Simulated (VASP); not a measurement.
## Run report: HCl, phonon calculation (part 2 of 2)

Continued. System: HCl (2 atoms in the cell). Method: Kohn-Sham DFT of a periodic cell, PBEsol, VASP PAW PBE potentials, recommended, no spin polarisation (VASP 6.6.1); cutoff 520 eV, 8×8×8 k-mesh, Gaussian smearing of 0.01 eV. The structure derives from a Materials Project entry. It belongs to a series of runs on one base structure; here: zone-centre phonons at 14 GPa.

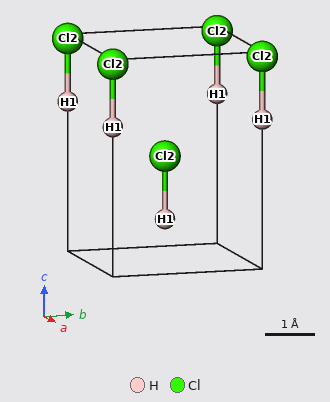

*The input geometry (ball-and-stick view of the cell 2 times as large as that of the calculation, set on its symmetry axes, seen slightly off an axis; atoms are numbered from 1 in the order of the input). An atom can appear more than once, as a periodic image.*

Parts of OUTCAR, continued
```
 Following reciprocal coordinates:
            Coordinates               Weight
  0.000000  0.000000  0.000000      1.000000
  0.125000  0.000000  0.000000      8.000000
  0.250000  0.000000  0.000000      8.000000
  0.375000  0.000000  0.000000      8.000000
  0.500000  0.000000  0.000000      4.000000
  0.125000  0.125000  0.000000      8.000000
  0.250000  0.125000  0.000000     16.000000
  0.375000  0.125000  0.000000     16.000000
  0.500000  0.125000  0.000000     16.000000
 -0.375000  0.125000 -0.000000     16.000000
 -0.250000  0.125000  0.000000     16.000000
 -0.125000  0.125000  0.000000      4.000000
  0.250000  0.250000  0.000000      8.000000
  0.375000  0.250000  0.000000     16.000000
  0.500000  0.250000  0.000000     16.000000
 -0.375000  0.250000 -0.000000     16.000000
 -0.250000  0.250000  0.000000      4.000000
  0.375000  0.375000  0.000000      8.000000
  0.500000  0.375000  0.000000     16.000000
 -0.375000  0.375000  0.000000      4.000000
  0.500000  0.500000  0.000000      2.000000
  0.125000  0.125000  0.125000      8.000000
  0.250000  0.125000  0.125000     16.000000
  0.375000  0.125000  0.125000      8.000000
 [... further k-points ...]
   k-points           NKPTS =     59   k-points in BZ     NKDIM =     59   number of bands    NBANDS=      8
   number of dos      NEDOS =    301   number of ions     NIONS =      2
   total plane-waves  NPLWV =  13824
   dimension x,y,z NGX =    24 NGY =   24 NGZ =   24
   dimension x,y,z NGXF=    48 NGYF=   48 NGZF=   48
   ions per type =               1   1
   NGX,Y,Z   is equivalent  to a cutoff of  12.53, 12.53, 12.53 a.u.
   NGXF,Y,Z  is equivalent  to a cutoff of  25.05, 25.05, 25.05 a.u.
 SYSTEM =  unknown system
   PREC   = accura    normal or accurate (medium, high low for compatibility)
   ISTART =      0    job   : 0-new  1-cont  2-samecut
   ICHARG =      2    charge: 1-file 2-atom 10-const
   ISPIN  =      1    spin polarized calculation?
   LNONCOLLINEAR =      F non collinear calculations
   LSORBIT =      F    spin-orbit coupling
   LASPH  =      T    aspherical Exc in radial PAW
   ENCUT  =  520.0 eV  38.22 Ry    6.18 a.u.   5.92  5.92  5.92*2*pi/ulx,y,z
   NELM   =    100;   NELMIN=  2; NELMDL= -5     # of ELM steps
   EDIFF  = 0.1E-07   stopping-criterion for ELM
   LREAL  =      F    real-space projection
   EDIFFG = 0.1E-06   stopping-criterion for IOM
   NSW    =      1    number of steps for IOM
   IBRION =      8    ionic relax: 0-MD 1-quasi-New 2-CG
   NFREE  =      0    steps in history (QN), initial steepest desc. (CG)
   ISIF   =      2    stress and relaxation
   ISYM   =      2    0-nonsym 1-usesym 2-fastsym
   POTIM  = 0.5000    time-step for ionic-motion
   TEBEG  =    0.0;   TEEND  =   0.0 temperature during run
   PSTRESS=    0.0 pullay stress
   NELECT =       8.0000    total number of electrons
   NUPDOWN=      -1.0000    fix difference up-down
   EMIN   =  10.00;   EMAX   =-10.00  energy-range for DOS
   EFERMI =   0.00;   METHOD = LEGACY
   ISMEAR =     0;   SIGMA  =   0.01  broadening in eV -4-tet -1-fermi 0-gaus
   EFERMI_NEDOS =   21; number of points for ismear=-14 and -15
   IALGO  =     38    algorithm
   IMIX   =      4    mixing-type and parameters
     AMIX     =   0.40;   BMIX     =  1.00
     AMIX_MAG =   1.60;   BMIX_MAG =  1.00
  volume/ion in A,a.u.               =      11.43        77.13
  Fermi-wavevector in a.u.,A,eV,Ry     =   1.153668  2.180116 18.108665  1.330949
  Thomas-Fermi vector in A             =   2.290310
   LORBIT       =      0    0 simple, 1 ext, 2 COOP (PROOUT), +10 PAW based schemes
   GGA     = PS    functional components
   LHFCALC =     F    Hartree Fock is set to
   AEXX    =    0.0000 exact exchange contribution
   IVDW    =     0    specifies the selected vdW correction
   LEPSILON=     T    determine dielectric tensor
   LRPA    =     F    only Hartree local field effects (RPA)
 non-spin polarized calculation
 Gauss-broadening in eV      SIGMA  =   0.01
  energy-cutoff  :      520.00
  volume of cell :       22.86
 maximum number of plane-waves:       636
   NGX = 11   NGY = 11   NGZ = 11

--------------------------------------- Ionic step        1  -------------------------------------------

 number of electron       7.9999998 magnetization

 E-fermi :   2.9519     XC(G=0):  -9.9790     alpha+bet : -9.4424

 val. band max:        2.8097682835   @ k =   0.0000   0.0000   0.0000
 cond. band min:       5.5657867667   @ k =   0.5000   0.5000   0.5000
 fundamental gap:      2.7560184832
 Fermi energy:         2.9518973338

 k-point     1 :       0.0000    0.0000    0.0000
  band No.  band energies     occupation
      1     -13.9716      2.00000
      2      -0.6045      2.00000
      3       2.8098      2.00000
      4       2.8098      2.00000
      5       8.1061      0.00000
      6      14.4397      0.00000
      7      14.4397      0.00000
      8      14.7487      0.00000

 k-point     2 :       0.1250    0.0000    0.0000
  band No.  band energies     occupation
      1     -13.7846      2.00000
      2      -1.0294      2.00000
      3       2.1601      2.00000
      4       2.7039      2.00000
      5       8.7910      0.00000
      6      13.8790      0.00000
      7      14.5004      0.00000
      8      14.7575      0.00000

 k-point     3 :       0.2500    0.0000    0.0000
  band No.  band energies     occupation
      1     -13.2801      2.00000
      2      -2.2744      2.00000
      3       1.3331      2.00000
      4       2.4685      2.00000
      5       9.4669      0.00000
      6      12.6920      0.00000
      7      14.7496      0.00000
      8      14.9234      0.00000

 k-point     4 :       0.3750    0.0000    0.0000
  band No.  band energies     occupation
      1     -12.6687      2.00000
      2      -3.6776      2.00000
      3       0.9277      2.00000
      4       2.2570      2.00000
      5       9.4137      0.00000
      6      11.7739      0.00000
      7      14.4040      0.00000
      8      15.5535      0.00000

 k-point     5 :       0.5000    0.0000    0.0000
  band No.  band energies     occupation
      1     -12.3674      2.00000
      2      -4.2952      2.00000
      3       0.8105      2.00000
      4       2.1753      2.00000
      5       9.3066      0.00000
      6      11.4473      0.00000
      7      14.1369      0.00000
      8      15.7506      0.00000

 [... the levels of 18 k-points are left out ...]

 k-point    24 :       0.3750    0.1250    0.1250
  band No.  band energies     occupation
      1     -12.1495      2.00000
      2      -3.7616      2.00000
      3       0.2105      2.00000
      4       0.5859      2.00000
      5       9.4457      0.00000
      6      12.3276      0.00000
      7      13.8218      0.00000
      8      15.7714      0.00000

 [... further k-points ...]

  FORCE on cell =-STRESS in cart. coord.  units (eV):
  Direction    XX          YY          ZZ          XY          YZ          ZX
  --------------------------------------------------------------------------------------
  -------------------------------------------------------------------------------------
  Total        1.9800887      1.9800887      1.8598849      0.0000000      0.0000000      0.0000000
  in kB      138.7787665    138.7787668    130.3540294      0.0000000      0.0000000      0.0000000
  external PRESSURE =     135.9705209 kB  Pullay stress =       0.0000000 kB

 VOLUME and BASIS-vectors are now :
 -----------------------------------------------------------------------------
  energy-cutoff  :      520.00
  volume of cell :       22.86
      direct lattice vectors                 reciprocal lattice vectors
    -1.593497058  1.593497059  2.250658847     0.000000000  0.313775289  0.222157170
     1.593497058 -1.593497059  2.250658847     0.313775289  0.000000000  0.222157170
     1.593497058  1.593497059 -2.250658847     0.313775289  0.313775289  0.000000000

 POSITION                                       TOTAL-FORCE (eV/Angst)
 -----------------------------------------------------------------------------------
      0.00000      0.00000      3.10068        -0.000000      0.000000      0.097366
      0.00000      0.00000      4.40752         0.000000     -0.000000     -0.097366
 -----------------------------------------------------------------------------------
    total drift:                               -0.000001     -0.000001      0.000008

  FREE ENERGIE OF THE ION-ELECTRON SYSTEM (eV)
  ---------------------------------------------------
  free  energy   TOTEN  =        -5.8305690498 eV

  energy  without entropy=       -5.8305690498  energy(sigma->0) =       -5.83056905

 HEAD OF MICROSCOPIC STATIC DIELECTRIC TENSOR (INDEPENDENT PARTICLE, excluding Hartree and local field effects)
 ------------------------------------------------------
           3.971873     0.000000     0.000000
           0.000000     3.971873     0.000000
           0.000000     0.000000     4.486093
 ------------------------------------------------------

 Free energy of the ion-electron system (eV)
  ---------------------------------------------------
  ---------------------------------------------------
  free energy    TOTEN  =        -0.18138819 eV

  energy without entropy =       -0.18138819

------------------------ aborting loop because EDIFF is reached ----------------------------------------

--------------------------------------- Ionic step        2  -------------------------------------------

------------------------ aborting loop because EDIFF is reached ----------------------------------------

--------------------------------------- Ionic step        3  -------------------------------------------

------------------------ aborting loop because EDIFF is reached ----------------------------------------

 PIEZOELECTRIC TENSOR FIELD DIRECTION 3  (e Angst)
 -----------------------------------------------------------------------------
     0.21890  0.00000  0.00000           ( -0.02500  0.00000  0.00000)
     0.00000  0.21890 -0.00000           (  0.00000 -0.02500  0.00000)
     0.00000 -0.00000 -0.45802           (  0.00000  0.00000  0.04712)

 PIEZOELECTRIC TENSOR FIELD DIRECTION 3  (C/m^2)
 -----------------------------------------------------------------------------
     0.15342  0.00000  0.00000
     0.00000  0.15342 -0.00000
     0.00000 -0.00000 -0.32101

--------------------------------------- Ionic step        4  -------------------------------------------

------------------------ aborting loop because EDIFF is reached ----------------------------------------

[... ionic steps 5 to 5 ...]

--------------------------------------- Ionic step        6  -------------------------------------------

------------------------ aborting loop because EDIFF is reached ----------------------------------------

--------------------------------------- Ionic step        7  -------------------------------------------

------------------------ aborting loop because EDIFF is reached ----------------------------------------

[... ionic steps 8 to 8 ...]

--------------------------------------- Ionic step        9  -------------------------------------------

 Free energy of the ion-electron system (eV)
  ---------------------------------------------------
  ---------------------------------------------------
  free energy    TOTEN  =        -0.17893978 eV

  energy without entropy =       -0.17893978

------------------------ aborting loop because EDIFF is reached ----------------------------------------

 INTERNAL STRAIN TENSOR  FOR ION    2  DIRECTION 3   (eV/Angst):
 -----------------------------------------------------------------------------
    -0.74550  0.00000  0.00000
     0.00000 -0.74550 -0.00000
     0.00000 -0.00000-31.04990

 MACROSCOPIC STATIC DIELECTRIC TENSOR (including local field effects in DFT)
 ------------------------------------------------------
           3.652287     0.000000     0.000000
           0.000000     3.652287    -0.000000
           0.000000     0.000000     3.799789
 ------------------------------------------------------

 PIEZOELECTRIC TENSOR (including local field effects)  for field in x, y, z        (e  Angst)
          XX          YY          ZZ          XY          YZ          ZX
  --------------------------------------------------------------------------------
  x     0.00000     0.00000     0.00000     0.00000     0.00000     0.12792
  y     0.00000     0.00000     0.00000     0.00000     0.12792     0.00000
  z     0.21890     0.21890    -0.45802     0.00000     0.00000     0.00000

 PIEZOELECTRIC TENSOR (including local field effects)  for field in x, y, z        (C/m^2)
          XX          YY          ZZ          XY          YZ          ZX
  --------------------------------------------------------------------------------
  x     0.00000     0.00000     0.00000     0.00000     0.00000     0.08966
  y     0.00000     0.00000     0.00000     0.00000     0.08966     0.00000
  z     0.15342     0.15342    -0.32101     0.00000     0.00000     0.00000

 BORN EFFECTIVE CHARGES (including local field effects) (in |e|, cummulative output)
 ---------------------------------------------------------------------------------
 ion    1
    1     0.54228     0.00000     0.00000
    2     0.00000     0.54228     0.00000
    3     0.00000     0.00000     0.78933
 ion    2
    1    -0.54228     0.00000     0.00000
    2     0.00000    -0.54228     0.00000
    3     0.00000     0.00000    -0.78933

 INTERNAL STRAIN TENSOR FOR ION    2 for displacements in x,y,z  (eV/Angst):
          X           Y           Z          XY          YZ          ZX
  --------------------------------------------------------------------------------
  x     0.00000     0.00000     0.00000     0.00000     0.00000    -1.08795
  y     0.00000     0.00000     0.00000     0.00000    -0.14447     0.00000
  z    -0.74550    -0.74550   -31.04990     0.00000     0.00000     0.00000

 SECOND DERIVATIVES (NOT SYMMETRIZED)
 ------------------------------------
               1X          1Y          1Z          2X          2Y          2Z
  1X    -0.064644   -0.000000    0.000000    0.064644    0.000000    0.000000
  1Y     0.000000   -0.064644    0.000000   -0.000000    0.064644    0.000000
  1Z     0.000000    0.000000  -24.644493    0.000000    0.000000   24.644493
  2X     0.055090    0.000000    0.000000   -0.055090    0.000000    0.000000
  2Y     0.000000    0.055090    0.000000    0.000000   -0.055090    0.000000
  2Z     0.000000    0.000000   24.629305    0.000000    0.000000  -24.629305

 Eigenvectors and eigenvalues of the dynamical matrix
 ----------------------------------------------------

   1 f  =   78.695000 THz   494.455266 2PiTHz 2624.982640 cm-1   325.456222 meV
             X         Y         Z           dx          dy          dz
      0.000000  0.000000  3.100682     0.000000    0.000000    0.986197
      0.000000  0.000000  4.407516     0.000000    0.000000   -0.165578

   2 f  =    4.022567 THz    25.274535 2PiTHz  134.178398 cm-1    16.635994 meV
             X         Y         Z           dx          dy          dz
      0.000000  0.000000  3.100682     0.000000    0.988123    0.000000
      0.000000  0.000000  4.407516     0.000000   -0.153666    0.000000

   3 f  =    4.022567 THz    25.274535 2PiTHz  134.178398 cm-1    16.635994 meV
             X         Y         Z           dx          dy          dz
      0.000000  0.000000  3.100682     0.988123   -0.000000    0.000000
      0.000000  0.000000  4.407516    -0.153666    0.000000    0.000000

   4 f/i=    0.003961 THz     0.024887 2PiTHz    0.132123 cm-1     0.016381 meV
             X         Y         Z           dx          dy          dz
      0.000000  0.000000  3.100682     0.000000    0.000000   -0.165578
      0.000000  0.000000  4.407516     0.000000    0.000000   -0.986197

   5 f/i=    0.048744 THz     0.306270 2PiTHz    1.625938 cm-1     0.201591 meV
             X         Y         Z           dx          dy          dz
      0.000000  0.000000  3.100682    -0.153666    0.000000    0.000000
      0.000000  0.000000  4.407516    -0.988123    0.000000    0.000000

   6 f/i=    0.048744 THz     0.306270 2PiTHz    1.625938 cm-1     0.201591 meV
             X         Y         Z           dx          dy          dz
      0.000000  0.000000  3.100682    -0.000000   -0.153666    0.000000
      0.000000  0.000000  4.407516     0.000000   -0.988123    0.000000

--------------------------------------------------------------------------------------------------------

 MACROSCOPIC STATIC DIELECTRIC TENSOR IONIC CONTRIBUTION
 ------------------------------------------------------
          38.758988    -0.000000     0.000000
          -0.000000    38.758988     0.000000
           0.000000     0.000000     0.200180
 ------------------------------------------------------

 ELASTIC MODULI CONTR FROM IONIC RELAXATION (kBar)
 Direction    XX          YY          ZZ          XY          YZ          ZX
 --------------------------------------------------------------------------------
 XX          -1.2758     -1.2758    -59.4198      0.0000      0.0000      0.0000
 YY          -1.2758     -1.2758    -59.4198      0.0000      0.0000      0.0000
 ZZ         -59.4198    -59.4198  -2767.4724      0.0000      0.0000      0.0000
 XY           0.0000      0.0000      0.0000      0.0000      0.0000      0.0000
 YZ           0.0000      0.0000      0.0000      0.0000   -160.0407      0.0000
 ZX           0.0000      0.0000      0.0000      0.0000      0.0000   -787.2984
 --------------------------------------------------------------------------------

 PIEZOELECTRIC TENSOR IONIC CONTR  for field in x, y, z        (C/m^2)
          XX          YY          ZZ          XY          YZ          ZX
  --------------------------------------------------------------------------------
  x     0.00000     0.00000     0.00000     0.00000    -0.00000     5.19790
  y     0.00000     0.00000     0.00000     0.00000     2.34355    -0.00000
  z     0.01504     0.01504     0.70037     0.00000     0.00000     0.00000
```

CONTCAR
```
HCl
   1.00000000000000
    -1.5934970582000001    1.5934970595000000    2.2506588471000000
     1.5934970582000001   -1.5934970595000000    2.2506588471000000
     1.5934970582000001    1.5934970595000000   -2.2506588471000000
  H               Cl
     1     1
Direct
     0.6888387640999980    0.6888387640999980    0.0000000000000000
     0.9791612359000013    0.9791612359000013    0.0000000000000000

  0.00000000E+00  0.00000000E+00  0.00000000E+00
  0.00000000E+00  0.00000000E+00  0.00000000E+00
```

This output came from the following input.

INCAR
```
PREC     = Accurate       # precision mode
ENCUT    = 520            # plane-wave cutoff, eV
EDIFF    = 1E-8           # SCF threshold, eV
ISMEAR   = 0              # smearing method
SIGMA    = 0.01           # smearing width, eV
LREAL    = False          # projectors in reciprocal space
LASPH    = True           # aspherical terms in the spheres
NELM     = 100            # most SCF steps
ALGO     = Normal         # electronic algorithm
ISIF     = 2              # what is computed and relaxed
LWAVE    = False          # write WAVECAR
LCHARG   = False          # write CHGCAR
GGA      = PS             # functional
IBRION   = 8              # ionic algorithm
NSW      = 1              # ionic steps
LEPSILON = True           # dielectric tensor by DFPT
```

KPOINTS
```
Automatic mesh
0
Gamma
  8 8 8
```

POSCAR
```
HCl
1.0
   -1.5934970582      1.5934970595      2.2506588471
    1.5934970582     -1.5934970595      2.2506588471
    1.5934970582      1.5934970595     -2.2506588471
H Cl
1 1
Direct
    0.6888387641      0.6888387641      0.0000000000
    0.9791612359      0.9791612359      0.0000000000
```

Command:
```bash
cat potpaw_PBE.64/H/POTCAR potpaw_PBE.64/Cl/POTCAR > POTCAR
mpirun -np 1 vasp_std > vasp.out
```

Results in brief

```csv
quantity,value
outcome,converged
space group (tolerance 0.01 Å),I4mm (107)
electrons treated,8
"ε∞ (xx, yy, zz)","3.65, 3.65, 3.80"
hardware,"1 thread of AMD EPYC (Zen 5), 192 GiB of memory available, shared host"
wall time,2.4 min
peak memory,0.18 GiB
```
